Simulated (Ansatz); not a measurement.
Run report: Al, geometry relaxation (part 1 of 2)

The run: geometry relaxation of Al (slab, 16 atoms in the cell). Method and program: DFT PBE+D3(BJ), scalar-relativistic, plane waves, PAW, no spin polarisation (Ansatz 0.2.0).

The structure derives from an entry of the Crystallography Open Database. The input holds or restrains some coordinates. Forces given for the steps count only the free coordinates. It belongs to a series of runs on one base structure; here: clean slab, lower planes held. Figures and captions count atoms from 1; the log counts them from 0 in places.

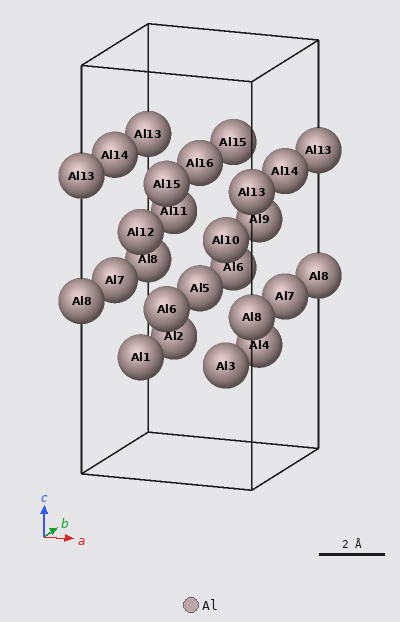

Figure 1. The starting structure (spheres-only view of the cell of the calculation, with the vacuum cut short, seen slightly off an axis; atoms are numbered from 1 in the order of the input). An atom can appear more than once, as a periodic image.

**Key numbers**

| quantity | value |
| --- | --- |
| outcome | converged under the restraints of the input |
| electrons treated | 48 |
| free energy | −8600.1578 eV |
| work function, top face | 4.15 eV |
| work function, bottom face | 4.17 eV |
| Fermi energy | 0.459 eV |
| gap on the k-point mesh | none (metallic) |
| final volume | 697.11 Å³ |
| work function (upper face) | 4.15 eV |
| largest force (length of the vector) at the end, held atoms and coordinates included | 0.142 eV/Å |
| hardware | 2 threads of Arm Neoverse V1, 24 GiB of memory available, shared host |
| wall time | 25 s (CPU time 46 s) |
| peak memory | 0.73 GiB |

The program warns: the exchange-correlation potential is rough where the density is thin.

**The input**
```yaml
crystal:
  lattice:
    - [5.6324246428, 0.0, 0.0]
    - [0.0, 5.6324246428, 0.0]
    - [0.0, 0.0, 21.9740884892]
  atoms:
    - { symbol: Al, position: [0.25, 0.25, 0.3640651581] }
    - { symbol: Al, position: [0.25, 0.75, 0.3640651581] }
    - { symbol: Al, position: [0.75, 0.25, 0.3640651581] }
    - { symbol: Al, position: [0.75, 0.75, 0.3640651581] }
    - { symbol: Al, position: [0.5, 0.5, 0.454688386] }
    - { symbol: Al, position: [0.5, 0.0, 0.454688386] }
    - { symbol: Al, position: [0.0, 0.5, 0.454688386] }
    - { symbol: Al, position: [0.0, 0.0, 0.454688386] }
    - { symbol: Al, position: [0.75, 0.75, 0.545311614] }
    - { symbol: Al, position: [0.75, 0.25, 0.545311614] }
    - { symbol: Al, position: [0.25, 0.75, 0.545311614] }
    - { symbol: Al, position: [0.25, 0.25, 0.545311614] }
    - { symbol: Al, position: [0.0, 0.0, 0.6359348419] }
    - { symbol: Al, position: [0.0, 0.5, 0.6359348419] }
    - { symbol: Al, position: [0.5, 0.0, 0.6359348419] }
    - { symbol: Al, position: [0.5, 0.5, 0.6359348419] }
basis:
  ecutwfc: 420
kpoints:
  mp_grid: { grid: [4, 4, 1] }
hamiltonian:
  xc: pbe
  dispersion: d3bj
scf:
  occupations: { method: gaussian, width: 0.1 }
output:
  forces: true
  eigenvalues: true
  write_density: true
  write_potential: true
  elf: true
  volumetric_format: npy
relax:
  adjacent_minimum: "off"
  f_tol: 0.03
  max_steps: 70
  constraints: [{ sites: [0, 1, 2, 3, 4, 5, 6, 7] }]
efield:
  axis: 3
  dipole_correction: true
  ramp_width: 0.04
```

Command:
```bash
ansatz run input.yaml --threads 2 --pin off --max-ram 5120MiB --backend cpu --events-out ev --progress --plain --runs-dir out
```

**Log**
```
Engine: ansatz 0.2.0, aarch64-unknown-linux-gnu
Pseudopotentials: kind: paw
Pseudopotential: Al, paw, valence charge 3, recommended cutoff 420 eV (normal), Al.paw.azcp
Functional definition: PBE
  parameter kappa = 0.804
  parameter beta = 0.06672455060314922
  exchange = pbe_x(kappa = kappa, mu = beta*pi^2/3)
  correlation = pbe_c(beta = beta)
Crystal: 16 atoms, lattice volume = 697.111 Å³
Basis set: ecut = 420 eV, 13637 PW (Γ), exchange–correlation on 80×80×300 points (8 copies of the dense FFT grid, shifted against one another)
Bands: 40, of which v1, the nominal top of the filled ones, is band 24 counted from 1 (23 counted from 0)
Symmetry: 32 space group operations
k-points: 6 of 16
Non-local potential: Al, projectors of the file, l = 0: 2, l = 1: 2, l = 2: 1
PAW form: soft (Blöchl's): semilocal exchange-correlation on the pseudo side does not see the compensation charge
PAW one-centre angular grid: Al, 110 points (default); XC on 64 Gauss nodes
Initial density: superposition of atomic densities (neutral atoms: chi_scale 0, normalization atom), corrected by the library's trained network
Initial wavefunctions: pseudopotential atomic-orbital guess
Functional: x = pbe(κ = 0.804, μ = 0.2195149727645171), c = pbe(β = 0.06672455060314922)
SCF iter   1: F=—  HF=-8600.158167 eV  |F-HF|=—  |Δ(HF+E_count)|=         —  Δρ=2.55e-3  dr2=4.77e-1  ethr=1.77e-3  p=0.000 e·Å  D=4.48e-14 V/Å  ΔV_dip=-0.00 eV  dr2_dipole=2.91e-8  V_vac-E_F(+/−)=4.17/4.17 eV  ⟨swp⟩=11.5  Hψ=1500  notcnv=0
efield: sawtooth ramp at fractional position 0.9800 (placed from the atoms, in the widest stretch of the axis that holds none; the zero of the levels goes with the place), width 0.0400; the density the first Hamiltonian is built on has a dipole p = 0.000 e·Å; the dipole correction subtracts the counter field D = 4.48e-14 V/Å, which shifts the + side's vacuum level by -0.00 eV against the − side's; the planar-averaged density in the ramp window peaks in size at 1.3e-5 e/Å³
preconditioner: auto → LDOS  [insulator: Δε(μ)=0.131 eV  Ē_g=6.267 eV  σ=0.100 eV  W_gap=0.61  n_scr=68 (ndim 8)  ℏωp=9.7 eV  f_vac=0.504  D(μ)=6.48/eV (n_scr^D=28)  ε∞_Penn≈3.4  β→1.0]
SCF iter   2: F=—  HF=-8600.101333 eV  |F-HF|=—  |Δ(HF+E_count)|=   5.68e-2  Δρ=9.17e-4  dr2=1.01e-2  ethr=9.94e-4  p=0.000 e·Å  D=6.39e-6 V/Å  ΔV_dip=-0.00 eV  dr2_dipole=3.21e-9  V_vac-E_F(+/−)=4.18/4.18 eV  ⟨swp⟩=1.5  Hψ=303  notcnv=0  defer=34
SCF iter   3: F=—  HF=-8600.102958 eV  |F-HF|=—  |Δ(HF+E_count)|=   1.63e-3  Δρ=1.93e-4  dr2=3.79e-4  ethr=2.11e-5  p=-0.000 e·Å  D=-5.49e-7 V/Å  ΔV_dip=0.00 eV  dr2_dipole=7.91e-9  V_vac-E_F(+/−)=4.17/4.17 eV  ⟨swp⟩=3.0  Hψ=384  notcnv=0  defer=34
SCF iter   4: F=—  HF=-8600.103100 eV  |F-HF|=—  |Δ(HF+E_count)|=   1.42e-4  Δρ=3.92e-5  dr2=4.31e-5  ethr=7.89e-7  p=0.000 e·Å  D=2.56e-7 V/Å  ΔV_dip=-0.00 eV  dr2_dipole=6.04e-10  V_vac-E_F(+/−)=4.17/4.17 eV  ⟨swp⟩=2.7  Hψ=352  notcnv=0  defer=33
iter 5 did not close the SCF: its close was put off for the readings that it lacked (scf_convergence_deferred on its scf_iter line)
SCF iter   5: F=-8600.103106 eV  HF=-8600.103104 eV  |F-HF|=2.50e-6  |Δ(HF+E_count)|=   4.04e-6  Δρ=1.57e-5  dr2=2.78e-6  ethr=8.98e-8  p=-0.000 e·Å  D=-1.35e-7 V/Å  ΔV_dip=0.00 eV  dr2_dipole=9.15e-10  V_vac-E_F(+/−)=4.17/4.17 eV  ⟨swp⟩=2.3  Hψ=333  notcnv=0  defer=33
SCF iter   6: F=-8600.103107 eV  HF=-8600.103107 eV  |F-HF|=1.34e-8  |Δ(HF+E_count)|=   2.87e-6  Δρ=3.64e-6  dr2=3.23e-7  ethr=5.80e-9  p=0.000 e·Å  D=2.12e-7 V/Å  ΔV_dip=-0.00 eV  dr2_dipole=7.26e-10  V_vac-E_F(+/−)=4.17/4.17 eV  ⟨swp⟩=22.8  Hψ=2542  notcnv=0
SCF 1 converged in 6 iterations: F = -8600.103107 eV  dr2 = 3.23e-7
  greatest PAW one-centre occupation: 0.476 electrons in one spin orbital (limit 2), on the Al atom at site 3 (counted from 0), in its partial waves of l = 0
relax step   1: F+E_penalty+E_count = -8600.10310665 eV  Δ(F+E_penalty+E_count) = +0.000e0 eV  max|allowed force component| = 4.092e-1 eV/Å  Δτ_max = 0.0000 Å  (6 SCF iters, dr2 threshold 2.25e-5 eV, accepted)
Initial density: handed on by an earlier stage of this run
Initial wavefunctions: those handed on with the density
iter 1 solved again at ethr=5.74e-4 eV; its pass at ethr=3.10e-3 eV (dr2=2.75e-1 eV) is discarded
SCF iter   1: F=—  HF=-8600.178850 eV  |F-HF|=—  |Δ(HF+E_count)|=         —  Δρ=1.75e-3  dr2=2.67e-1  ethr=5.74e-4  p=0.000 e·Å  D=2.19e-7 V/Å  ΔV_dip=-0.00 eV  dr2_dipole=6.00e-2  V_vac-E_F(+/−)=4.18/4.18 eV  ⟨swp⟩=1.0  Hψ=895  notcnv=0  defer=44
efield: sawtooth ramp at fractional position 0.9800 (handed on by an earlier solve), width 0.0400; the density the first Hamiltonian is built on has a dipole p = 0.000 e·Å; the dipole correction subtracts the counter field D = 2.19e-7 V/Å, which shifts the + side's vacuum level by -0.00 eV against the − side's; the planar-averaged density in the ramp window peaks in size at 1.4e-7 e/Å³
preconditioner: auto → LDOS  [insulator: Δε(μ)=0.131 eV  Ē_g=6.258 eV  σ=0.100 eV  W_gap=0.60  n_scr=68 (ndim 8)  ℏωp=9.7 eV  f_vac=0.503  D(μ)=6.26/eV (n_scr^D=28)  ε∞_Penn≈3.4  β→1.0]
SCF iter   2: F=—  HF=-8600.161279 eV  |F-HF|=—  |Δ(HF+E_count)|=   1.76e-2  Δρ=1.10e-3  dr2=7.59e-2  ethr=5.57e-4  p=-0.001 e·Å  D=-1.46e-4 V/Å  ΔV_dip=0.00 eV  dr2_dipole=7.74e-3  V_vac-E_F(+/−)=4.17/4.17 eV  ⟨swp⟩=2.3  Hψ=326  notcnv=0  defer=44
SCF iter   3: F=—  HF=-8600.153987 eV  |F-HF|=—  |Δ(HF+E_count)|=   7.29e-3  Δρ=2.92e-4  dr2=1.08e-2  ethr=1.58e-4  p=0.004 e·Å  D=9.48e-4 V/Å  ΔV_dip=-0.02 eV  dr2_dipole=2.47e-3  V_vac-E_F(+/−)=4.15/4.17 eV  ⟨swp⟩=2.3  Hψ=328  notcnv=0  defer=44
SCF iter   4: F=—  HF=-8600.153174 eV  |F-HF|=—  |Δ(HF+E_count)|=   8.13e-4  Δρ=6.97e-5  dr2=3.25e-4  ethr=2.25e-5  p=0.004 e·Å  D=9.15e-4 V/Å  ΔV_dip=-0.02 eV  dr2_dipole=6.46e-5  V_vac-E_F(+/−)=4.15/4.17 eV  ⟨swp⟩=1.8  Hψ=274  notcnv=0  defer=44
SCF iter   5: F=—  HF=-8600.153936 eV  |F-HF|=—  |Δ(HF+E_count)|=   7.62e-4  Δρ=1.49e-5  dr2=6.03e-6  ethr=6.77e-7  p=0.004 e·Å  D=9.14e-4 V/Å  ΔV_dip=-0.02 eV  dr2_dipole=2.35e-6  V_vac-E_F(+/−)=4.15/4.17 eV  ⟨swp⟩=2.3  Hψ=366  notcnv=0  defer=45
SCF iter   6: F=-8600.153935 eV  HF=-8600.153937 eV  |F-HF|=2.73e-6  |Δ(HF+E_count)|=   1.61e-6  Δρ=5.21e-6  dr2=2.64e-6  ethr=1.26e-8  p=0.004 e·Å  D=9.43e-4 V/Å  ΔV_dip=-0.02 eV  dr2_dipole=4.99e-7  V_vac-E_F(+/−)=4.15/4.17 eV  ⟨swp⟩=22.7  Hψ=2457  notcnv=0
SCF 2 converged in 6 iterations: F = -8600.153935 eV  dr2 = 2.64e-6
  greatest PAW one-centre occupation: 0.478 electrons in one spin orbital (limit 2), on the Al atom at site 15 (counted from 0), in its partial waves of l = 0
relax step   2: F+E_penalty+E_count = -8600.15393458 eV  Δ(F+E_penalty+E_count) = -5.083e-2 eV  max|allowed force component| = 9.676e-2 eV/Å  Δτ_max = 0.0878 Å  (6 SCF iters, dr2 threshold 1.05e-5 eV, accepted)
SCF iter   1: F=—  HF=-8600.158124 eV  |F-HF|=—  |Δ(HF+E_count)|=         —  Δρ=4.04e-4  dr2=9.41e-3  ethr=5.96e-4  p=0.004 e·Å  D=9.43e-4 V/Å  ΔV_dip=-0.02 eV  dr2_dipole=1.78e-3  V_vac-E_F(+/−)=4.15/4.17 eV  ⟨swp⟩=2.3  Hψ=486  notcnv=0  defer=44
efield: sawtooth ramp at fractional position 0.9800 (handed on by an earlier solve), width 0.0400; the density the first Hamiltonian is built on has a dipole p = 0.004 e·Å; the dipole correction subtracts the counter field D = 9.43e-4 V/Å, which shifts the + side's vacuum level by -0.02 eV against the − side's; the planar-averaged density in the ramp window peaks in size at 2.4e-7 e/Å³
preconditioner: auto → LDOS  [metal: Δε(μ)=0.094 eV  Ē_g=6.234 eV  σ=0.100 eV  W_gap=0.47  n_scr=68 (ndim 8)  ℏωp=9.7 eV  f_vac=0.502  D(μ)=8.07/eV (n_scr^D=38)  β→1.0]
SCF iter   2: F=—  HF=-8600.157155 eV  |F-HF|=—  |Δ(HF+E_count)|=   9.69e-4  Δρ=1.19e-4  dr2=1.19e-3  ethr=1.96e-5  p=0.004 e·Å  D=1.05e-3 V/Å  ΔV_dip=-0.02 eV  dr2_dipole=3.76e-4  V_vac-E_F(+/−)=4.15/4.17 eV  ⟨swp⟩=2.3  Hψ=398  notcnv=0  defer=44
SCF iter   3: F=—  HF=-8600.157133 eV  |F-HF|=—  |Δ(HF+E_count)|=   2.18e-5  Δρ=6.86e-5  dr2=1.35e-4  ethr=2.48e-6  p=0.004 e·Å  D=9.63e-4 V/Å  ΔV_dip=-0.02 eV  dr2_dipole=2.52e-6  V_vac-E_F(+/−)=4.15/4.17 eV  ⟨swp⟩=2.2  Hψ=288  notcnv=0  defer=44
SCF iter   4: F=—  HF=-8600.157122 eV  |F-HF|=—  |Δ(HF+E_count)|=   1.03e-5  Δρ=1.20e-5  dr2=1.48e-5  ethr=2.82e-7  p=0.004 e·Å  D=9.33e-4 V/Å  ΔV_dip=-0.02 eV  dr2_dipole=5.35e-6  V_vac-E_F(+/−)=4.15/4.17 eV  ⟨swp⟩=2.5  Hψ=324  notcnv=0  defer=44
SCF iter   5: F=—  HF=-8600.157781 eV  |F-HF|=—  |Δ(HF+E_count)|=   6.58e-4  Δρ=3.89e-6  dr2=3.81e-7  ethr=3.08e-8  p=0.004 e·Å  D=9.29e-4 V/Å  ΔV_dip=-0.02 eV  dr2_dipole=8.33e-8  V_vac-E_F(+/−)=4.15/4.17 eV  ⟨swp⟩=2.2  Hψ=340  notcnv=0  defer=44
SCF iter   6: F=-8600.157781 eV  HF=-8600.157781 eV  |F-HF|=4.56e-8  |Δ(HF+E_count)|=   1.45e-7  Δρ=1.17e-6  dr2=7.36e-8  ethr=2.08e-10  p=0.004 e·Å  D=9.25e-4 V/Å  ΔV_dip=-0.02 eV  dr2_dipole=2.32e-8  V_vac-E_F(+/−)=4.15/4.17 eV  ⟨swp⟩=19.5  Hψ=2190  notcnv=0
SCF 3 converged in 6 iterations: F = -8600.157781 eV  dr2 = 7.36e-8
relax step   3: F+E_penalty+E_count = -8600.15778072 eV  Δ(F+E_penalty+E_count) = -3.846e-3 eV  max|allowed force component| = 1.112e-2 eV/Å  Δτ_max = 0.0217 Å  (6 SCF iters, accepted)
```

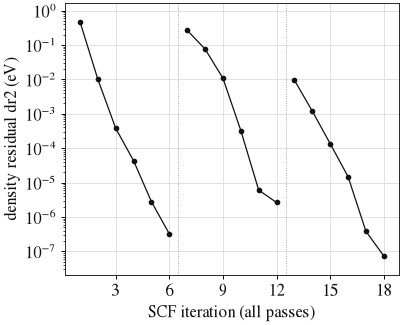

Figure 2. Convergence of the self-consistent field: density residual dr2 against the SCF iteration. The dotted lines part the SCF passes of the relaxation: geometry steps, rejected trials and re-solves on a re-selected basis. The passes take 6, 6 and 6 iterations.

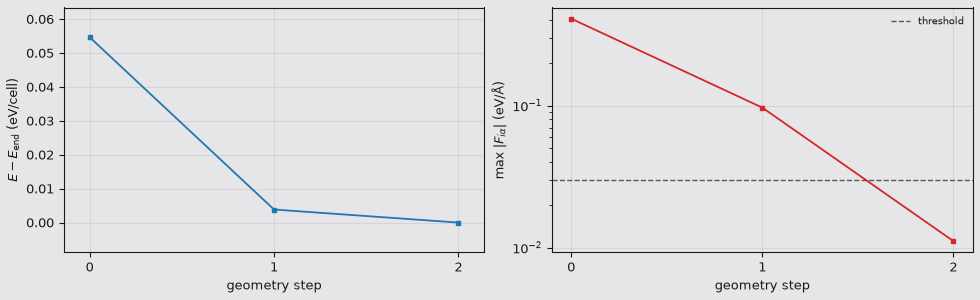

Figure 3. Progress of the restrained relaxation, step by step (the first geometry is step 0 here and step 1 in the log).

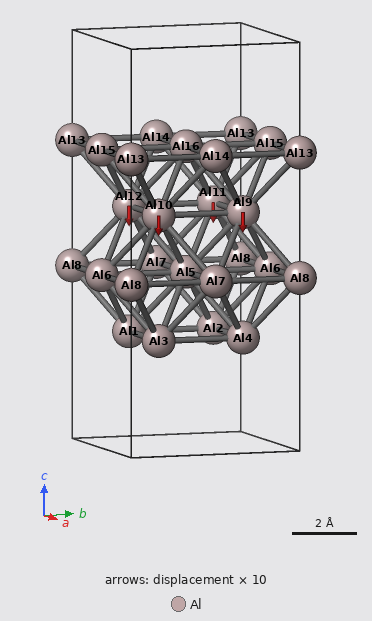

Figure 4. The starting structure with the displacements as red arrows, magnified 10 times (ball-and-stick view of the cell of the calculation, with the vacuum cut short, seen slightly off an axis). The largest moves, 0.066 Å, are those of Al9, Al10, Al11 and Al12. The cell doesn't change. Among the contacts that change: Al10–Al13 2.816 → 2.864 Å, Al5–Al10 2.816 → 2.770 Å. After 2 geometry steps the energy has fallen by 54.7 meV per cell of the calculation. Largest force component: 0.41 eV/Å at the start, 0.011 eV/Å at the end. (Atoms are counted from 1 in the order of the input.)
